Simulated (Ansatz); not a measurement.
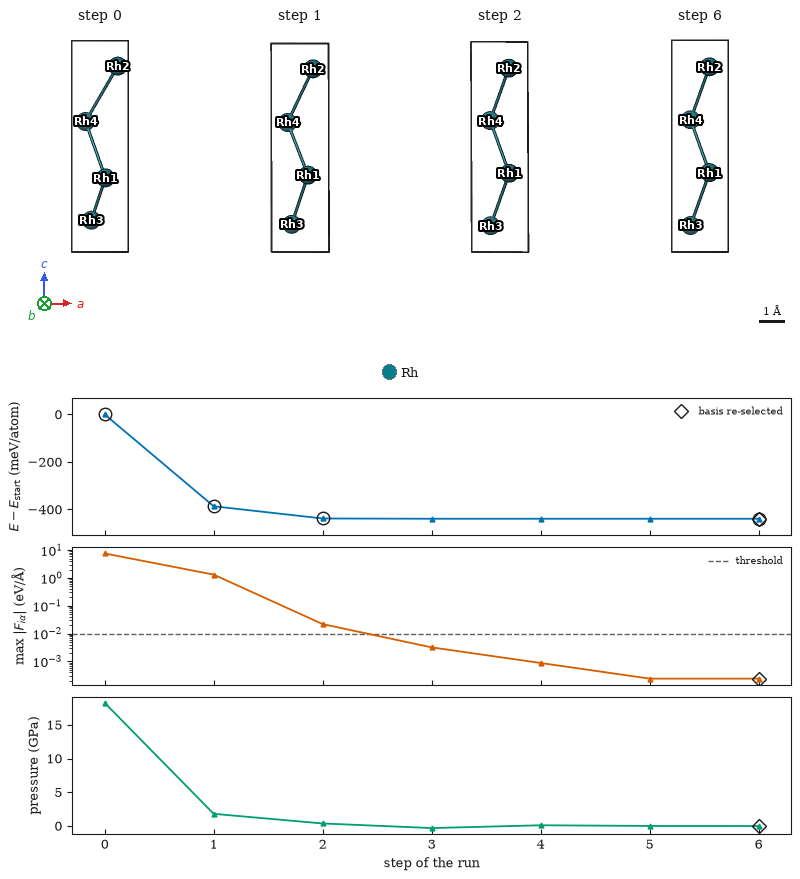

Frames of a relaxation of crystalline Rh (set up in P1), marked on the history of the run. A ball-and-stick model of the cell of the calculation, seen along the b axis.

Case: all atoms moved at random, sigma 0.15 Å for each component; relaxed back.

Method: Ansatz, DFT PBEsol, scalar-relativistic, plane waves, PAW. Settings: plane-wave cutoff 420 eV; k-point mesh 12 × 12 × 4; occupations gaussian; smearing width 0.15 eV; no spin polarisation; cell and atoms relaxed; force threshold 0.01 eV/Å; at most 80 steps.

Question: Describe the path.

Answer: The atom that moves furthest relative to the cell is Rh2 (0.34 Å roughly along [−2 −1 0]). The drawn cell changes at constant volume: a = b 2.689 → 2.686 Å (−0.1 %), c 8.658 → 8.677 Å (+0.2 %). Among the contacts that change: Rh1–Rh3 2.203 → 2.667 Å, Rh1–Rh3 (another image) 2.340 → 2.667 Å, Rh2–Rh4 2.959 → 2.667 Å, Rh2–Rh3 2.934 → 2.667 Å. The space group (tolerance 0.01 Å) goes from P1 (No. 1) to P6_3/mmc (No. 194). The energy falls by 439 meV per atom in 5 accepted moves (6 points after the start). Largest force component: 7.6 eV/Å at the start, 0.00024 eV/Å at the end. The pressure goes from 18.26 to −0.02 GPa. At 1 point the geometry stayed and the basis and grid were re-selected for the new cell (energy shift of less than 0.05 meV per atom at most each time). From step 0 to 1: Rh2 moves most (0.20 Å), volume +0.2 %, energy −386 meV per atom. From step 1 to 2: Rh2 moves most (0.15 Å), volume −0.2 %, energy −51.4 meV per atom. From step 2 to 6: energy −1.1 meV per atom.

| step | E − E(0), meV/atom | largest force component, eV/Å | pressure, GPa | volume, Å³/atom | note |
| --- | --- | --- | --- | --- | --- |
| 0 | 0.00 | 7.6184 | 18.26 | 13.551 |  |
| 1 | -386.40 | 1.3177 | 1.80 | 13.575 |  |
| 2 | -437.83 | 0.0219 | 0.37 | 13.545 |  |
| 3 | -438.90 | 0.0032 | -0.32 | 13.572 |  |
| 4 | -438.96 | 0.0009 | 0.10 | 13.553 |  |
| 5 | -438.96 | 0.0002 | 0.00 | 13.557 |  |
| 6 | -438.96 | 0.0002 | -0.02 | 13.557 | same geometry, new basis |
